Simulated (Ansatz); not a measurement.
## Run report: Al₁₇N₁₅ (charge −1), geometry relaxation (part 1 of 3)

The run: geometry relaxation of Al₁₇N₁₅ (defect cell, 32 atoms in the cell, total charge −1). Method and program: DFT PBE, scalar-relativistic, plane waves, PAW, spin-polarised (Ansatz 0.2.0).

The structure derives from a Materials Project entry. It belongs to a series of runs on one base structure; here: Al on a N site (c), charge -1, atoms relaxed at the host's cell.

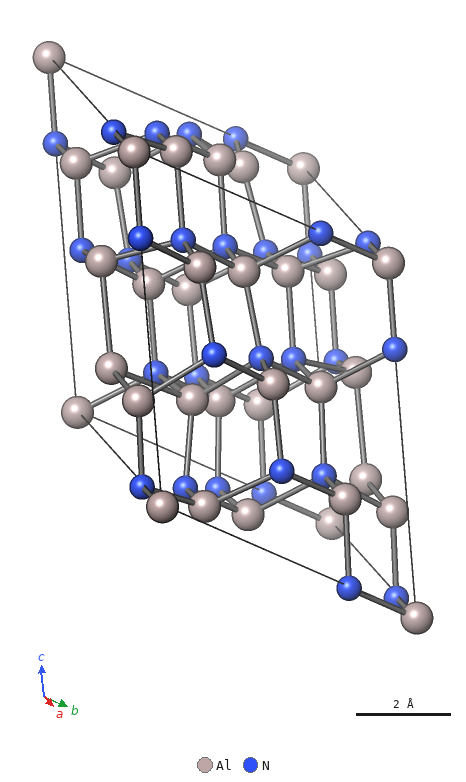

**Figure 1.** The starting structure (ball-and-stick view of the cell of the calculation, seen slightly off an axis). An atom can appear more than once, as a periodic image.

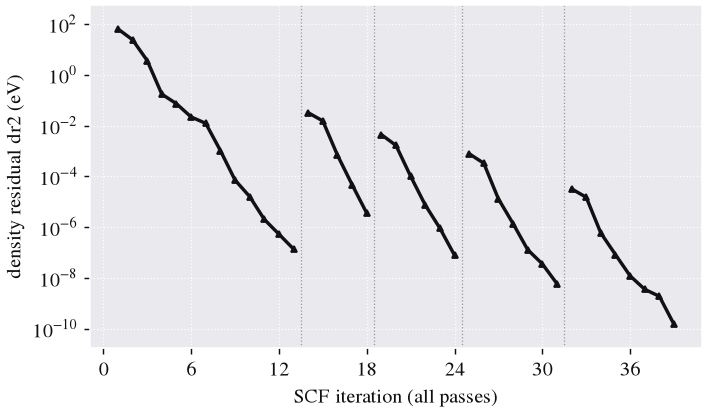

**Figure 2.** Convergence of the self-consistent field: density residual dr2 against the SCF iteration. The dotted lines part the SCF passes of the relaxation: geometry steps, rejected trials and re-solves on a re-selected basis. The 5 passes take 5 to 13 iterations each, 39 in all.

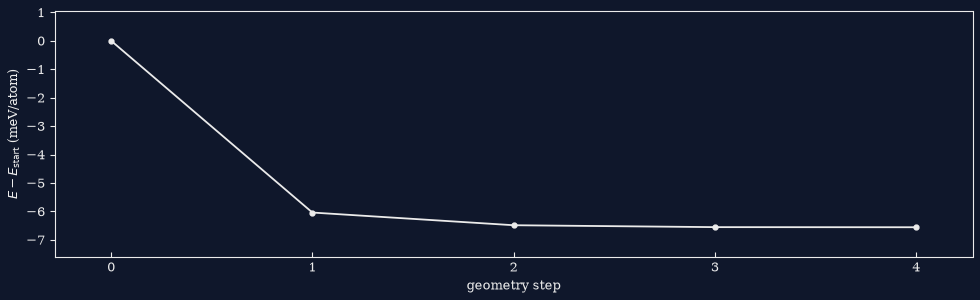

**Figure 3.** Progress of the relaxation, step by step (the first geometry is step 0 here and step 1 in the log).

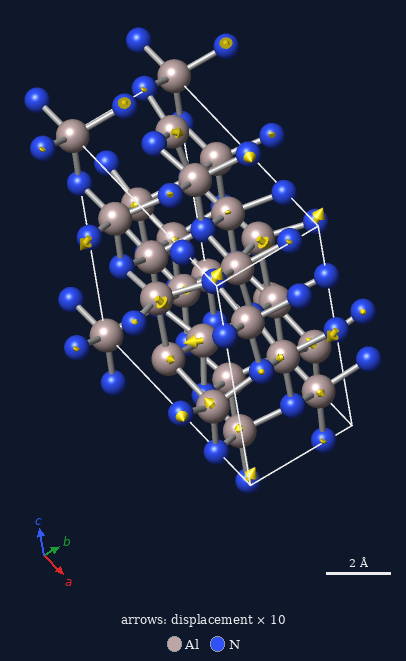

**Figure 4.** The starting structure with the displacements as yellow arrows, magnified 10 times (ball-and-stick view of the cell of the calculation, with bonded neighbours outside it, seen slightly off an axis). The largest move is that of Al1, 0.063 Å. Largest moves by element: Al 0.063 Å, N 0.057 Å. The cell stays as it was. Distances before and after: Al4–Al17 2.312 → 2.262 Å, Al1–N26 1.827 → 1.873 Å, Al1–Al17 2.292 → 2.261 Å, Al4–N21 1.847 → 1.873 Å. Among the angles that change: Al17–Al1–N28 96.2° → 100.3°, Al17–Al6–N31 97.4° → 100.7°, Al17–Al13–N23 97.7° → 100.7°. Over 4 geometry steps the energy falls by 6.6 meV per atom. Largest force component: 0.92 eV/Å at the start, 0.0042 eV/Å at the end. (Atoms are counted from 1 in the order of the input.)

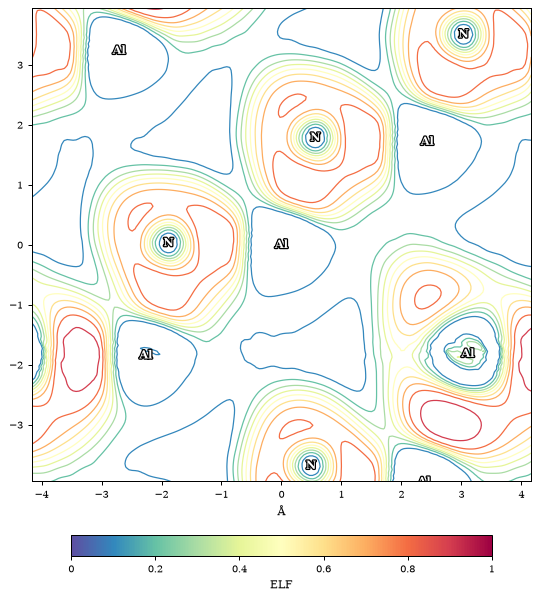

**Figure 5.** ELF on the (11̄0) plane of the calculation cell. The section cuts through Al and N sites. Al–N (1.87 Å): the ELF peaks at about 0.90 between the atoms (a shared but strongly polarised pair). Al–Al (2.26 Å): the ELF peaks at about 0.95 between the atoms (localised, shared-pair bonding). Al–N (1.88 Å): the ELF is about 0.85 at the midpoint. In a PAW calculation such maps are meaningful between the atoms, not at the nuclei.

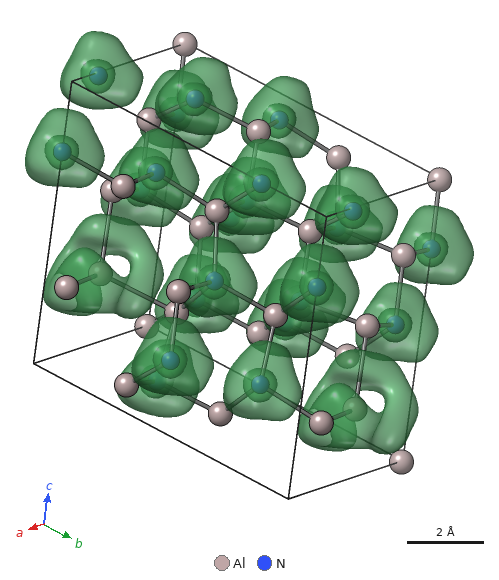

**Figure 6.** Isosurface of the electron localisation function at 0.7 (green), seen slightly off an axis. Only the valence region is drawn (cores and ρ < 0.01 e/Å³ removed). Sticks mark near contacts. The outline is the calculation cell. Profiles from the grid: Al–N (1.86 Å): the ELF is about 0.85 at the midpoint. Al–Al (2.26 Å): the ELF peaks at about 0.95 between the atoms (a shared electron pair).

The input that produced these results follows, with the program's output.

## The input
```yaml
crystal:
  lattice:
    - [-4.4031742015, 4.4031742015, -4.4031742015]
    - [4.4031742015, -4.4031742015, -4.4031742015]
    - [-4.4031742015, -4.4031742015, 4.4031742015]
  atoms:
    - { symbol: Al, position: [0.51715748, 0.3111617526, 0.2643313282], spin: 0.2 }
    - { symbol: Al, position: [0.2602420021, 0.2522311848, 0.5039411981] }
    - { symbol: Al, position: [-0.0102033063, 0.2355829743, 0.7397231837] }
    - { symbol: Al, position: [0.7958561416, 0.0028654549, 0.2386900236], spin: 0.2 }
    - { symbol: Al, position: [0.7525392757, 0.2520114421, 0.0079331843] }
    - { symbol: Al, position: [0.4867001265, -0.00482883, 0.5473017544], spin: 0.2 }
    - { symbol: Al, position: [0.2458380855, 0.0005027968, 0.7608986792] }
    - { symbol: Al, position: [0.0050736023, 0.747627086, 0.2509573488] }
    - { symbol: Al, position: [1.0095908347, 0.9992392667, 0.9958139796] }
    - { symbol: Al, position: [0.753534746, 0.7644385184, 0.5047362049] }
    - { symbol: Al, position: [0.5010071643, 0.7474121738, 0.7583544021] }
    - { symbol: Al, position: [0.2466742234, 0.504619382, 0.2494992008] }
    - { symbol: Al, position: [0.2011595007, 0.6919395557, -0.0442441668], spin: 0.2 }
    - { symbol: Al, position: [-0.0057844267, 0.4951350541, 0.4926698046] }
    - { symbol: Al, position: [0.7391529954, 0.4930394024, 0.7420619808] }
    - { symbol: Al, position: [0.4983234, 0.5066777575, -0.0035793653] }
    - { symbol: Al, position: [0.4947245806, -0.0015043998, 0.2485104259], spin: 0.2 }
    - { symbol: "N", position: [0.2351424626, -0.0007390438, 0.5124167312] }
    - { symbol: "N", position: [-0.0002988606, -1.18159e-05, 0.7503282419] }
    - { symbol: "N", position: [0.755037636, 0.7477845544, 0.2496888512] }
    - { symbol: "N", position: [0.7623122107, 0.000342341, -0.0136475574] }
    - { symbol: "N", position: [0.4985344037, 0.742738044, 0.5082652036] }
    - { symbol: "N", position: [0.2443769984, 0.7440221727, 0.7430177443] }
    - { symbol: "N", position: [-0.0003729191, 0.4998556695, 0.2502727384] }
    - { symbol: "N", position: [-0.0154554295, 0.7407200191, -0.007771532] }
    - { symbol: "N", position: [0.7642276667, 0.5267142649, 0.5142511409] }
    - { symbol: "N", position: [0.4996866451, 0.4998405011, 0.7501858771] }
    - { symbol: "N", position: [0.248072326, 0.2558388584, 0.2507170673] }
    - { symbol: "N", position: [0.2370413531, 0.4733875707, -0.0118565074] }
    - { symbol: "N", position: [0.0148570066, 0.2569628752, 0.5062631567] }
    - { symbol: "N", position: [0.7511290902, 0.2517996867, 0.7575809295] }
    - { symbol: "N", position: [0.5007383972, 0.2590637847, -0.0058289913] }
  host:
    lattice:
      - [0.0, 2.2015871008, 2.2015871008]
      - [2.2015871008, 0.0, 2.2015871008]
      - [2.2015871008, 2.2015871008, 0.0]
    atoms:
      - { symbol: Al, position: [0.0, 0.0, 0.0] }
      - { symbol: "N", position: [0.75, 0.75, 0.75] }
total_charge: -1
basis:
  ecutwfc: 420
  xc_grid: 2
kpoints:
  mp_grid: { grid: [2, 2, 2], shift: [0.5, 0.5, 0.5] }
hamiltonian:
  xc: pbe
scf:
  occupations: { method: gaussian, width: 0.01 }
output:
  forces: true
  stress: false
  eigenvalues: true
  populations: true
  charged_corrections:
    defect_position: [0.5, 0.0, 0.25]
    epsilon: [[8.6591, 0.0, 0.0], [0.0, 8.6591, 0.0], [0.0, 0.0, 8.6591]]
  write_density: true
  write_potential: true
  elf: true
  volumetric_format: npy
magnetization:
  spin_polarized: true
relax:
  adjacent_minimum: "off"
  f_tol: 0.025
  max_steps: 45
```

Launched with:
```bash
ansatz run input.yaml --threads 4 --pin off --max-ram 10240MiB --backend cpu --events-out ev --progress --plain --runs-dir out
```

## The program's output
```
Engine: ansatz 0.2.0, aarch64-unknown-linux-gnu
Pseudopotentials: kind: paw
Pseudopotential: Al, paw, valence charge 3, recommended cutoff 420 eV (normal), Al.paw.azcp
Pseudopotential: N, paw, valence charge 5, recommended cutoff 420 eV (normal), N.paw.azcp
Functional definition: PBE
  parameter kappa = 0.804
  parameter beta = 0.06672455060314922
  exchange = pbe_x(kappa = kappa, mu = beta*pi^2/3)
  correlation = pbe_c(beta = beta)
Crystal: 32 atoms, lattice volume = 341.474 Å³
Basis set: ecut = 420 eV, 6699 PW (Γ), exchange–correlation on 108×108×108 points (8 copies of the dense FFT grid, shifted against one another)
Bands: 96, of which v1, the nominal top of the filled ones, is band 64 counted from 1 (63 counted from 0)
Symmetry: 1 space group operations
Space group: P1 (ITA 1), of the structure as read, at distance tolerance 7.0e-5 Å
Magnetic group: BNS 1.1 (UNI 1), of the structure as read, at distance tolerance 7.0e-5 Å
k-points: 4 of 8 (time reversal used)
Non-local potential: Al, projectors of the file, l = 0: 2, l = 1: 2, l = 2: 1
Non-local potential: N, projectors of the file, l = 0: 2, l = 1: 2, l = 2: 1
PAW form: soft (Blöchl's): semilocal exchange-correlation on the pseudo side does not see the compensation charge
PAW one-centre angular grid: Al, 110 points (default); XC on 64 Gauss nodes
PAW one-centre angular grid: N, 110 points (default); XC on 64 Gauss nodes
Initial density: superposition of atomic densities (chi_scale 0.1, normalization cell, long waves kept (reshape's long-wave potential 0.24 eV rms))
Starting moments: Σ|m| = 1 μB on 5 of 32 sites
Initial wavefunctions: pseudopotential atomic-orbital guess
Functional: x = pbe(κ = 0.804, μ = 0.2195149727645171), c = pbe(β = 0.06672455060314922)
SCF iter   1: F=—  HF=-14938.793430 eV  |F-HF|=—  |Δ(HF+E_count)|=         —  Δρ=6.06e-2 (↑6.06e-2 ↓5.94e-2)  dr2=6.37e1  dr2_m=2.84e-2  M=0.752 μB ∫|m|=0.799 μB  β_m=0.30  ethr=3.10e-3  ⟨swp⟩=6.0  Hψ=3338  notcnv=0  defer=101
preconditioner: auto → Kerker (q_TF=auto, 2.314 Å⁻¹)  [metal: Δε(μ)=0.000 eV  Ē_g=13.527 eV  σ=0.010 eV  W_gap=0.02  n_scr=78 (ndim 8)  ℏωp=22.6 eV  f_vac=0.000  D(μ)=29.36/eV (n_scr^D=368)]
spin=Collinear: Kerker preconditioning applied to the charge; magnetization (m = ρ↑ − ρ↓) channel mixes plain (no charge-response kernel on spin).
SCF iter   2: F=—  HF=-14926.760970 eV  |F-HF|=—  |Δ(HF+E_count)|=    1.20e1  Δρ=3.53e-2 (↑3.53e-2 ↓3.37e-2)  dr2=2.38e1  dr2_m=3.31e-2  M=0.996 μB ∫|m|=1.038 μB  β_m=0.30  ethr=3.10e-3  ⟨swp⟩=2.6  Hψ=1448  notcnv=0  defer=211
preconditioner: auto → Resta (q_TF=auto, 2.314 Å⁻¹)  ε∞=4.0  [insulator: Δε(μ)=0.034 eV  Ē_g=13.067 eV  σ=0.010 eV  W_gap=0.98  n_scr=78 (ndim 8)  ℏωp=22.6 eV  f_vac=0.000  D(μ)=1.56/eV (n_scr^D=0)  ε∞_Penn≈4.0]
spin=Collinear: Resta preconditioning applied to the charge; magnetization (m = ρ↑ − ρ↓) channel mixes plain (no charge-response kernel on spin).
SCF iter   3: F=—  HF=-14920.456241 eV  |F-HF|=—  |Δ(HF+E_count)|=    6.30e0  Δρ=1.65e-2 (↑1.65e-2 ↓1.64e-2)  dr2=3.62e0  dr2_m=1.72e-2  M=0.999 μB ∫|m|=1.057 μB  β_m=0.30  ethr=3.10e-3  ⟨swp⟩=3.0  Hψ=1155  notcnv=0  defer=211
SCF iter   4: F=—  HF=-14919.726739 eV  |F-HF|=—  |Δ(HF+E_count)|=   7.30e-1  Δρ=4.49e-3 (↑3.93e-3 ↓4.49e-3)  dr2=1.72e-1  dr2_m=6.31e-3  M=1.000 μB ∫|m|=1.046 μB  β_m=0.30  ethr=2.85e-3  ⟨swp⟩=2.0  Hψ=953  notcnv=0  defer=223
SCF iter   5: F=—  HF=-14919.718131 eV  |F-HF|=—  |Δ(HF+E_count)|=   8.61e-3  Δρ=2.91e-3 (↑2.68e-3 ↓2.91e-3)  dr2=7.22e-2  dr2_m=3.78e-3  M=1.000 μB ∫|m|=1.055 μB  β_m=0.30  ethr=1.36e-4  ⟨swp⟩=2.0  Hψ=913  notcnv=0  defer=223
SCF iter   6: F=—  HF=-14919.731007 eV  |F-HF|=—  |Δ(HF+E_count)|=   1.29e-2  Δρ=2.02e-3 (↑1.05e-3 ↓2.02e-3)  dr2=2.18e-2  dr2_m=4.96e-3  M=1.000 μB ∫|m|=1.081 μB  β_m=0.30  ethr=5.68e-5  ⟨swp⟩=2.9  Hψ=1051  notcnv=0  defer=223
Mixer restart at iter 6: flushing history
spin-set hold released at iteration 6 (site moments contracting): the magnetisation degrees of freedom join the quasi-Newton model from the next iteration; the mixer history was flushed
SCF iter   7: F=—  HF=-14919.738248 eV  |F-HF|=—  |Δ(HF+E_count)|=   7.24e-3  Δρ=1.58e-3 (↑7.96e-4 ↓1.58e-3)  dr2=1.22e-2  dr2_m=3.20e-3  M=1.000 μB ∫|m|=1.097 μB  β_m=0.65  ethr=1.71e-5  ⟨swp⟩=2.0  Hψ=810  notcnv=0  defer=223
SCF iter   8: F=—  HF=-14919.752971 eV  |F-HF|=—  |Δ(HF+E_count)|=   1.47e-2  Δρ=3.29e-4 (↑2.84e-4 ↓3.29e-4)  dr2=1.04e-3  dr2_m=8.28e-5  M=1.000 μB ∫|m|=1.150 μB  β_m=0.59  ethr=9.60e-6  ⟨swp⟩=2.9  Hψ=1087  notcnv=0  defer=223
SCF iter   9: F=—  HF=-14919.753219 eV  |F-HF|=—  |Δ(HF+E_count)|=   2.48e-4  Δρ=8.87e-5 (↑8.87e-5 ↓8.01e-5)  dr2=7.15e-5  dr2_m=1.09e-5  M=1.000 μB ∫|m|=1.158 μB  β_m=0.80  ethr=8.18e-7  ⟨swp⟩=2.0  Hψ=1159  notcnv=0  defer=223
SCF iter  10: F=—  HF=-14919.753241 eV  |F-HF|=—  |Δ(HF+E_count)|=   2.22e-5  Δρ=5.03e-5 (↑2.81e-5 ↓5.03e-5)  dr2=1.60e-5  dr2_m=3.01e-6  M=1.000 μB ∫|m|=1.159 μB  β_m=0.79  ethr=1.23e-8  ⟨swp⟩=21.4  Hψ=8269  notcnv=0
SCF iter  11: F=—  HF=-14919.753254 eV  |F-HF|=—  |Δ(HF+E_count)|=   1.26e-5  Δρ=1.63e-5 (↑1.14e-5 ↓1.63e-5)  dr2=2.02e-6  dr2_m=2.81e-7  M=1.000 μB ∫|m|=1.161 μB  β_m=0.79  ethr=1.23e-8  ⟨swp⟩=11.5  Hψ=5165  notcnv=0
SCF iter  12: F=—  HF=-14919.753255 eV  |F-HF|=—  |Δ(HF+E_count)|=   1.03e-6  Δρ=9.37e-6 (↑5.10e-6 ↓9.37e-6)  dr2=5.30e-7  dr2_m=8.90e-8  M=1.000 μB ∫|m|=1.161 μB  β_m=0.84  ethr=1.59e-9  ⟨swp⟩=9.2  Hψ=4791  notcnv=0
SCF iter  13: F=-14919.753255 eV  HF=-14919.753255 eV  |F-HF|=1.30e-8  |Δ(HF+E_count)|=   2.39e-7  Δρ=5.05e-6 (↑2.75e-6 ↓5.05e-6)  dr2=1.37e-7  dr2_m=2.97e-8  M=1.000 μB ∫|m|=1.161 μB  ethr=4.17e-10  ⟨swp⟩=8.0  Hψ=3924  notcnv=0
SCF 1 converged in 13 iterations: F = -14919.753255 eV  dr2 = 1.37e-7
  greatest PAW one-centre occupation: 0.794 electrons in one spin orbital (limit 2), on the N atom at site 25 (counted from 0), in its partial waves of l = 0
relax step   1: F+E_penalty+E_count = -14919.75325484 eV  Δ(F+E_penalty+E_count) = +0.000e0 eV  max|allowed force component| = 9.214e-1 eV/Å  Δτ_max = 0.0000 Å  (13 SCF iters, dr2 threshold 1.56e-5 eV, accepted)
Initial density: handed on by an earlier stage of this run
Starting moments: Σ|m| = 1 μB on 5 of 32 sites; this step starts from the density that it was given
Initial wavefunctions: those handed on with the density
iter 1 solved again at ethr=2.49e-5 eV; its pass at ethr=3.10e-3 eV (dr2=3.16e-2 eV) is discarded
SCF iter   1: F=—  HF=-14919.954077 eV  |F-HF|=—  |Δ(HF+E_count)|=         —  Δρ=1.60e-3 (↑1.60e-3 ↓1.46e-3)  dr2=3.21e-2  dr2_m=2.26e-4  M=1.000 μB ∫|m|=1.164 μB  β_m=0.30  ethr=2.49e-5  ⟨swp⟩=2.0  Hψ=2322  notcnv=0  defer=220
preconditioner: auto → Resta (q_TF=auto, 2.314 Å⁻¹)  ε∞=4.2  [insulator: Δε(μ)=0.157 eV  Ē_g=12.683 eV  σ=0.010 eV  W_gap=1.00  n_scr=78 (ndim 8)  ℏωp=22.6 eV  f_vac=0.000  D(μ)=0.00/eV (n_scr^D=0)  ε∞_Penn≈4.2]
spin=Collinear: Resta preconditioning applied to the charge; magnetization (m = ρ↑ − ρ↓) channel mixes plain (no charge-response kernel on spin).
SCF iter   2: F=—  HF=-14919.949775 eV  |F-HF|=—  |Δ(HF+E_count)|=   4.30e-3  Δρ=1.12e-3 (↑1.12e-3 ↓1.03e-3)  dr2=1.52e-2  dr2_m=1.21e-4  M=1.000 μB ∫|m|=1.164 μB  β_m=0.62  ethr=2.49e-5  ⟨swp⟩=1.5  Hψ=552  notcnv=0  defer=220
SCF iter   3: F=—  HF=-14919.946608 eV  |F-HF|=—  |Δ(HF+E_count)|=   3.17e-3  Δρ=2.49e-4 (↑2.49e-4 ↓2.34e-4)  dr2=6.85e-4  dr2_m=5.24e-6  M=1.000 μB ∫|m|=1.166 μB  β_m=0.60  ethr=1.19e-5  ⟨swp⟩=2.0  Hψ=976  notcnv=0  defer=220
iter 4 did not close the SCF: its close was put off for a magnetic moment that had not settled (scf_convergence_deferred on its scf_iter line)
SCF iter   4: F=-14919.946509 eV  HF=-14919.946517 eV  |F-HF|=7.23e-6  |Δ(HF+E_count)|=   9.10e-5  Δρ=6.71e-5 (↑6.47e-5 ↓6.71e-5)  dr2=4.71e-5  dr2_m=7.13e-7  M=1.000 μB ∫|m|=1.166 μB  β_m=0.72  ethr=4.18e-8  ⟨swp⟩=17.2  Hψ=6834  notcnv=0
SCF iter   5: F=-14919.946518 eV  HF=-14919.946519 eV  |F-HF|=9.15e-7  |Δ(HF+E_count)|=   2.75e-6  Δρ=1.79e-5 (↑1.79e-5 ↓1.79e-5)  dr2=3.56e-6  dr2_m=6.42e-8  M=1.000 μB ∫|m|=1.166 μB  ethr=3.70e-8  ⟨swp⟩=8.2  Hψ=4994  notcnv=0
SCF 2 converged in 5 iterations: F = -14919.946518 eV  dr2 = 3.56e-6
  greatest PAW one-centre occupation: 0.793 electrons in one spin orbital (limit 2), on the N atom at site 25 (counted from 0), in its partial waves of l = 0
```
